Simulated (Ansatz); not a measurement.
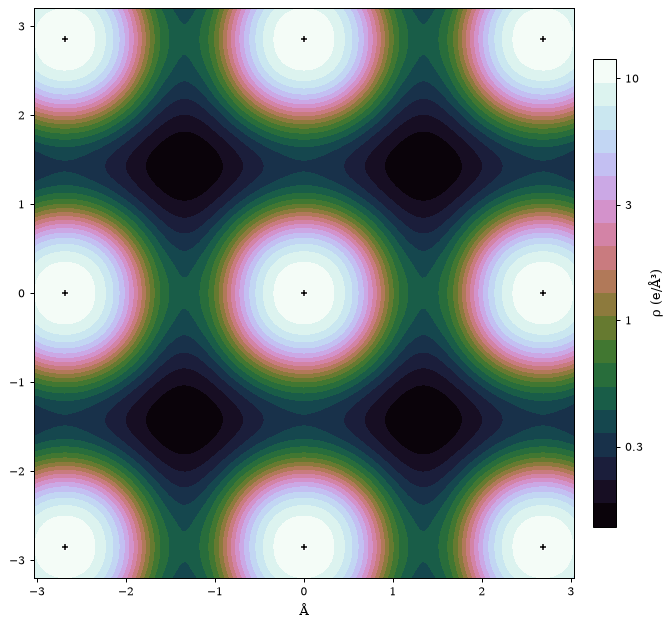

The valence electron density on a plane through atoms (crosses mark nuclei in the plane).

The calculation used Ansatz 0.2.0, DFT PBEsol, scalar-relativistic, plane waves, PAW.

Candidates:
A. SnO, a = 3.36 Å, b = 5.67 Å, c = 4.22 Å, α = 90.00°, β = 90.00°, γ = 90.00°. Space group Pmn2₁; a structure from a database of computed crystals, not necessarily the ambient phase; not relaxed (largest force 0.4 eV/Å); computed pressure about −3 GPa in this cell.
B. Pt, a = 2.69 Å, b = 2.85 Å, c = 3.92 Å, α = 90.00°, β = 90.00°, γ = 90.00°. Space group Immm; changed on purpose from its base cell (strain -0.0600 x Voigt [0, 0, 0, 0, 0, 1], atoms carried along).
C. AlP, a = 5.47 Å, b = 5.47 Å, c = 5.47 Å, α = 90.00°, β = 90.00°, γ = 90.00°. Space group F-43m.

> Which candidate gave the map?

Candidate B: Pt on the (001) plane of the conventional cell, which holds Pt. Pt–Pt (2.69 Å): the density is about 0.44 e/Å³ at the midpoint. Pt–Pt (2.85 Å): the density is about 0.33 e/Å³ at the midpoint.
